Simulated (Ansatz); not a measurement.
The Ansatz input:

```
crystal:
  lattice:
    - [3.9956487028, 0.0, 0.0]
    - [-1.9978243514, 3.4603332812, 0.0]
    - [0.0, 0.0, 6.6027109801]
  atoms:
    - { symbol: Ge, position: [0.6666666667, 0.3333333333, 0.0629814342] }
    - { symbol: Ge, position: [0.3333333333, 0.6666666667, 0.5629814342] }
    - { symbol: Ge, position: [0.6666666667, 0.3333333333, 0.4370185658] }
    - { symbol: Ge, position: [0.3333333333, 0.6666666667, 0.9370185658] }
basis:
  ecutwfc: 500
kpoints:
  mp_grid: { grid: [12, 12, 6] }
  band_path:
    path:
      - [[0.0, 0.0, 0.0], [0.5, 0.0, 0.0], [0.33333333, 0.33333333, 0.0], [0.0, 0.0, 0.0], [0.0, 0.0, 0.5], [0.5, 0.0, 0.5], [0.33333333, 0.33333333, 0.5], [0.0, 0.0, 0.5]]
      - [[0.5, 0.0, 0.5], [0.5, 0.0, 0.0]]
      - [[0.33333333, 0.33333333, 0.5], [0.33333333, 0.33333333, 0.0]]
    npoints: 14
hamiltonian:
  xc: r2scan
scf:
  occupations: { method: gaussian, width: 0.01 }
  n_extra_bands: 10
output:
  forces: true
  stress: true
  eigenvalues: true
  populations: true
  dos: { projected: true, de: 0.02, nscf_kmesh: { grid: [18, 18, 9] } }
  bader: true
  write_density: true
  write_potential: true
  elf: true
  volumetric_format: npy
```

Command:
```bash
ansatz run input.yaml --threads 1 --pin off --max-ram 2560MiB --backend cpu --events-out ev --progress --plain --runs-dir out
```

Predict the main features of the band structure. The path is Γ–M–K–Γ–A–L–H–A|L–M|H–K.

The material is gapped. The gap along this path is 0.10 eV and direct: both edges lie at Γ. It is not wide against the smearing used. Two bands meet at the valence-band top at Γ: it is doubly degenerate (spin aside). The top valence band spans 3.5 eV and the lowest conduction band 2.5 eV. The direct gaps are 3.29 eV at L, 0.10 eV at Γ and 1.90 eV at A.

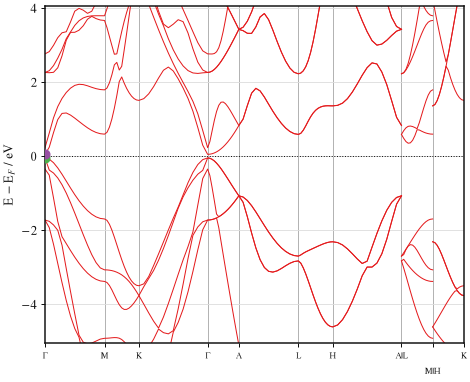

Band structure. Energies are counted from the Fermi level.
